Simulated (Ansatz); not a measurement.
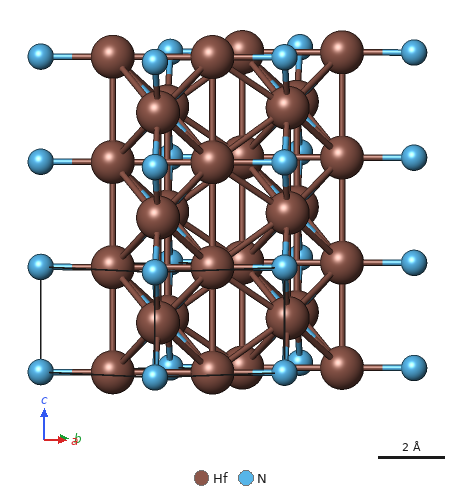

The starting point is solid Hf$_{2}$N (set up in P4_2/mnm). The picture is a ball-and-stick view of the cell of the calculation, repeated 1 × 2 × 3 with one cell outlined, seen from a free direction.

All numbers below come from DFT PBEsol, scalar-relativistic, plane waves, PAW (Ansatz). Set-up: plane-wave cutoff 420 eV; k-point mesh 8 × 8 × 12; occupations gaussian; smearing width 0.1 eV; no spin polarisation.

The variant: Every hafnium atom is replaced by zirconium, which gives Zr$_{2}$N. Cell and atoms are relaxed again (to zero pressure within 0.1 GPa, forces under 0.01 eV/Å).

The input:
```yaml
crystal:
  lattice:
    - [5.3631721822, 0.0, 0.0]
    - [0.0, 5.3631721822, 0.0]
    - [0.0, 0.0, 3.2748963428]
  atoms:
    - { symbol: Zr, position: [0.2958837392, 0.2958837392, 0.0] }
    - { symbol: Zr, position: [0.7041162608, 0.7041162608, 0.0] }
    - { symbol: Zr, position: [0.7958837392, 0.2041162608, 0.5] }
    - { symbol: Zr, position: [0.2041162608, 0.7958837392, 0.5] }
    - { symbol: "N", position: [0.0, 0.0, 0.0] }
    - { symbol: "N", position: [0.5, 0.5, 0.5] }
basis:
  ecutwfc: 420
kpoints:
  mp_grid: { grid: [8, 8, 12] }
hamiltonian:
  xc: pbesol
scf:
  occupations: { method: gaussian, width: 0.1 }
output:
  forces: true
  stress: true
  eigenvalues: true
  write_density: true
  write_potential: true
  elf: true
  volumetric_format: npy
relax:
  adjacent_minimum: "off"
  f_tol: 0.01
  max_steps: 60
  cell: { stress_tol: 0.1 }
```

Command:
```bash
ansatz run input.yaml --threads 1 --pin off --max-ram 2560MiB --backend cpu --events-out ev --progress --plain --runs-dir out
```

> What is the effect?

The volume per atom goes from 15.08 to 15.73 Å³. Cell: a = b 5.296 → 5.368 Å (+1.4 %), c 3.227 → 3.275 Å (+1.5 %). Volume +4.3 %. The space group stays P4_2/mnm (No. 136).

The changed structure in the same view:

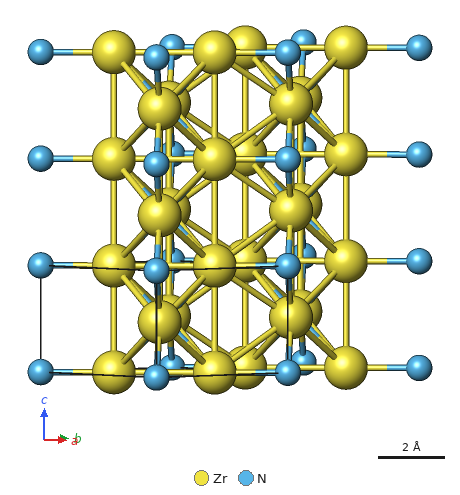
